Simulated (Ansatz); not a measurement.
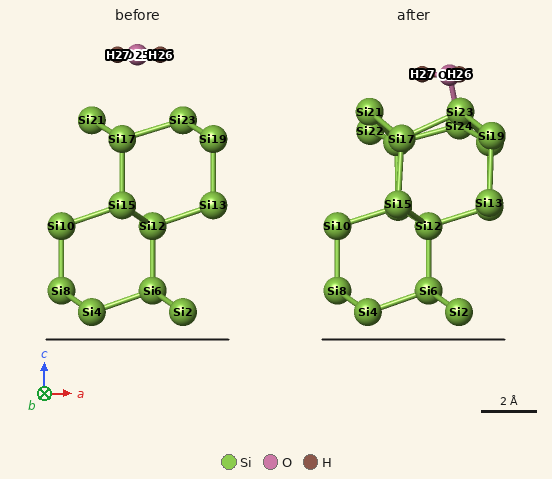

The structure of a slab of composition Si24H2O (cut from the Fd-3m phase) before (left) and after (right) a constrained relaxation, at one scale.

Style: ball-and-stick. Shown: the cell of the calculation, outlined in the plane, without the vacuum (origin shifted), along the b axis.

Case: 1 H2O a cell, flat, over a bridge Si-Si site. The slab is the (1 1 1) face of Si with H2O on it. 12 atoms are held fixed.

These are results of Ansatz 0.2.0, DFT PBE+D3(BJ), scalar-relativistic, plane waves, PAW, not measurements. Settings: plane-wave cutoff 420 eV; k-point mesh 3 × 3 × 1; occupations gaussian; smearing width 0.05 eV; no spin polarisation; dipole correction; atoms relaxed in a fixed cell; force threshold 0.04 eV/Å; at most 100 steps.

Q: Describe what moved and what it gained.

A: The largest moves, 1.56 Å, are those of O and H atoms. Largest moves by element: O 1.56 Å, H 1.55 Å, Si 0.42 Å. The cell stays as it was. Some distances before and after: O–Si 3.064 → 1.972 Å, Si–Si 2.316 → 2.383 Å, Si–Si 2.415 → 2.350 Å, Si–Si 2.316 → 2.356 Å. New bonds form: O–Si (3.06 → 1.97 Å). Bond angles that change, for instance: Si–Si–Si 107.2° → 90.8°, Si–Si–Si 107.2° → 94.9°, Si–Si–Si 107.2° → 118.7°. The energy falls by 0.764 eV per cell of the calculation in 14 accepted moves (15 points after the start). Largest force component: 0.73 eV/Å at the start, 0.023 eV/Å at the end. 1 step only repeated the SCF at the same geometry. Cost: 10 min on 2 threads of Arm Neoverse V1, with other jobs on the host, peak memory 1.6 GiB.

Limits of the set-up: the periodic images lie only 7.7 Å apart, so the values are limited by the cell's size.
